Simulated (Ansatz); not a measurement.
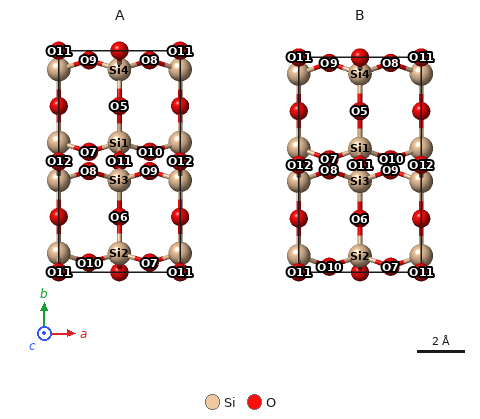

Two geometries of solid SiO$_{2}$ (set up in Imma), drawn at one scale. One is the start of a relaxation, the other its converged end. The picture is a ball-and-stick view of the conventional cell (2 times the calculation's cell), seen along the c axis. Lengths and directions refer to the drawn axes.

Computed with Ansatz 0.2.0, DFT PBE, scalar-relativistic, plane waves, PAW. Set-up: plane-wave cutoff 420 eV; k-point mesh 6 × 6 × 6; occupations gaussian; smearing width 0.02 eV; no spin polarisation; cell relaxed at fixed volume; force threshold 0.01 eV/Å; at most 30 steps.

Which one is relaxed?

Answer. Structure B is the relaxed one. Case: volume × 0.97, shape and atoms relaxed. The largest moves relative to the cell, 0.18 Å, are those of O5 and O6. O5 goes along −c. By element the largest moves are O 0.18 Å, Si 0.09 Å. The drawn cell changes at constant volume: a 5.233 → 5.281 Å (+0.9 %), b 9.553 → 9.261 Å (−3.1 %), c 8.853 → 9.050 Å (+2.2 %). Some distances before and after: Si1–O10 1.607 → 1.623 Å, Si1–O11 1.594 → 1.608 Å. Bond angles that change, for instance: Si1–O5–Si4 155.8° → 165.2°, Si1–O7–Si2 151.2° → 146.3°. The space group stays Imma (No. 74). Over 6 accepted moves (8 points after the start) the energy falls by 6.0 meV per atom. Largest force component: 0.25 eV/Å at the start, 0.001 eV/Å at the end. The pressure goes from 4.18 to 0.61 GPa. At 2 points the geometry stayed and the basis and grid were re-selected for the new cell (energy shift of 0.4 meV per atom at most each time).
